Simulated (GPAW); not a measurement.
Input of the run:

```python
from ase import Atoms
from ase.dft.bandgap import bandgap
from ase.io import write
from ase.units import GPa
from gpaw import GPAW, PW

atoms = Atoms(['Sn', 'Sn', 'O', 'O'],
              cell=[[3.81369522, 0.0, 0.0],
                    [0.0, 3.81369522, 0.0],
                    [0.0, 0.0, 4.8869133]],
              scaled_positions=[[0.5, 0.0, 0.76462614],
                                [0.0, 0.5, 0.23537386],
                                [0.0, 0.0, 0.0],
                                [0.5, 0.5, 0.0]],
              pbc=True)

calc = GPAW(mode=PW(800),
            xc='LDA',
            kpts={'size': (6, 6, 5), 'gamma': True},
            occupations={'name': 'fermi-dirac', 'width': 0.05},
            nbands=33,
            convergence={'density': 1e-05, 'energy': 1e-05},
            maxiter=150,
            txt='gpaw.txt')
atoms.calc = calc
energy = atoms.get_potential_energy()
forces = atoms.get_forces()
stress = atoms.get_stress()
calc.write('gs.gpw')
write('result.traj', atoms)
print(f'Energy: {energy:.6f} eV')
print('Forces (eV/A):')
print(forces.round(4))
print('Stress (GPa):', (stress / GPa).round(3))
print('Fermi level:', round(calc.get_fermi_level(), 4), 'eV')
print(f'Gap: {bandgap(calc)[0]:.4f} eV, direct: {bandgap(calc, direct=True)[0]:.4f} eV')

path = atoms.cell.bandpath('GXMGZRAZ,XR,MA', npoints=80, eps=1e-4)
bs_calc = calc.fixed_density(kpts=path, symmetry='off', nbands=50,
                             convergence={'bands': 'CBM+6.0', 'eigenstates': 1e-6}, txt='bands.txt')
bs = bs_calc.band_structure()
bs.write('bs.json')
print(f'Gap on the path: {bandgap(bs_calc)[0]:.4f} eV')
```

System: SnO, space group P4/nmm, 4 atoms in the cell.

Level of theory: LDA, the program's PAW data sets (release 1.2.1) made for this functional, no spin polarisation, no spin-orbit coupling, 6×6×5 k mesh, 800 eV cutoff, Fermi-Dirac smearing of 0.05 eV; code GPAW 26.7.0.

What will the band structure look like? The path is Γ–X–M–Γ–Z–R–A–Z|X–R|M–A.

The material is gapped. The gap along this path is 0.21 eV and indirect, from the valence-band top between M and Γ to the conduction-band bottom at M; the smallest direct gap is 1.97 eV, between Γ and Z. At Γ the top valence band lies only 0.02 eV lower. The top valence band spans 2.6 eV and the lowest conduction band 2.9 eV. The direct gaps are 4.90 eV at A, 2.04 eV at M and 3.64 eV at Z.

LDA, GGA and most meta-GGA functionals understate gaps. The cell is at −4 GPa in this functional. The usual form of SnO is litharge (tetragonal).

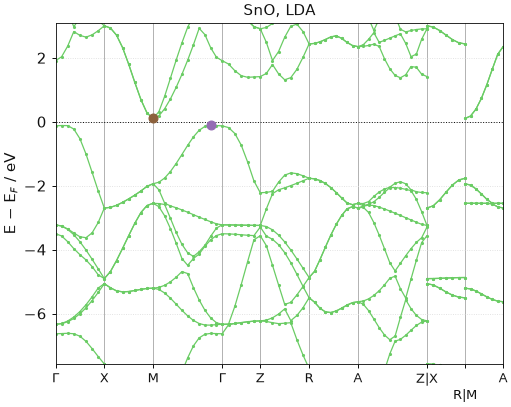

Band structure. Energies are counted from the Fermi level.
